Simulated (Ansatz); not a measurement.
# Does disorder add resistance in series? Rh(111) layers with 25 % Mo

Two lengths of the disordered region are known. What area resistance does the third give?

Set-up. Ansatz 0.2.0, plane waves with PAW datasets at their recommended cutoffs (420 eV for most), Fermi-Dirac smearing; ballistic transmission by layer matching. The area resistance is RA = A (h/2e²)(1/T − 1/N), with T the zone-mean transmission per spin and N the lead's channels, both averaged over a few energies near the Fermi level; for magnets each spin is taken apart, with h/e², and the two conduct in parallel. Lateral cell 2x2, PBE, a fresh random draw for each length.

Results; the value marked ? is to be predicted:

| length (Å) | channels N | RA (fΩ m²) |
| --- | --- | --- |
| 8.78 | 7.000 | 0.665 |
| 17.6 | 7.000 | 0.902 |
| 26.3 | 7.000 | ? |

Worked fit:

Ohm's law makes RA linear in the length: the slope is (0.902 − 0.665)/(17.6 − 8.78) = 0.0270 fΩ m² per Å, or 27 µΩ cm. Then 0.902 + 0.0270 × 8.78. Predicted: 1.14 fΩ m².

**The withheld run.**

1.38 fΩ m², so the prediction is 18 % too low. The three lengths together give 41 µΩ cm. Single draws scatter; these runs don't part the causes of the miss, and leave the question open.

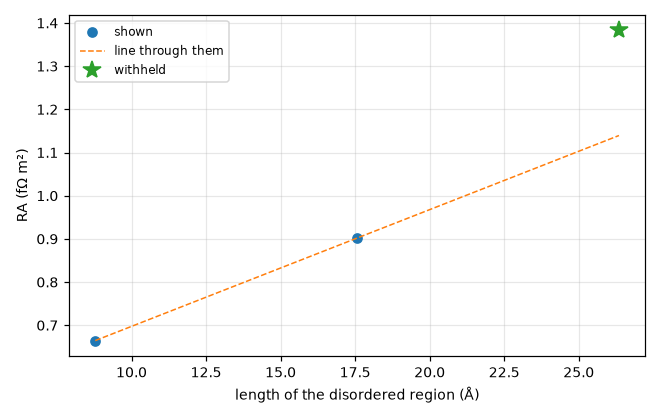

Area resistance against length.

**Limits.** The scatterers repeat sideways with the small cell. The slope is a raw one; a model of isotropic scattering puts it 1.01 times the bulk value over these lengths. Atoms sit unrelaxed on the host's lattice, and the pair may not mix at random in practice.
